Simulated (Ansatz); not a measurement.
Given this structure:

```
Cu O
1.0
     1.92030   -1.91844    0.04072
     1.92030    1.91844    0.04072
    -0.10924    0.00000    4.97911
Cu O
2 2
Direct
  0.50000 0.00000 0.50000
  0.00000 0.50000 0.00000
  0.50023 0.49977 0.25000
  0.49977 0.50023 0.75000
```

> Before looking at a picture, describe the arrangement of atoms.

The stoichiometry is CuO. Within 0.01 Å the space group is P4_2/mmc (No. 131), primitive tetragonal. The cell comprises 2 formula units: 2 Cu, 2 O. The neighbours of Cu are four O in a distorted square planar arrangement at 1.84 Å. Around each O lie four Cu in a distorted tetrahedral arrangement at 1.84 Å. Not all metal-metal contacts are counted. The bonds build a three-dimensional framework.

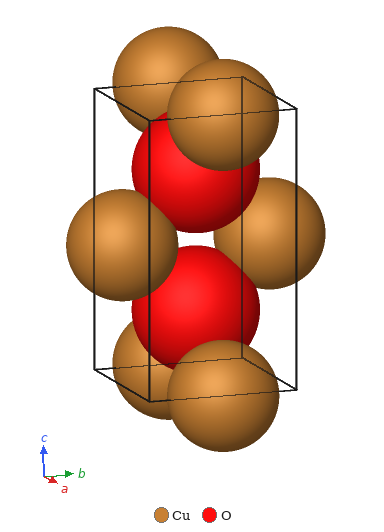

Space-filling representation of a periodic structure, projected slightly off an axis. Atoms at the boundary of the unit cell (the box) are drawn once for each face, edge or corner they touch.

The initial geometry was a structure listed in the Materials Project. Earlier steps of the study may have refined or changed the cell and positions. It was set up as input for a calculation with Ansatz.
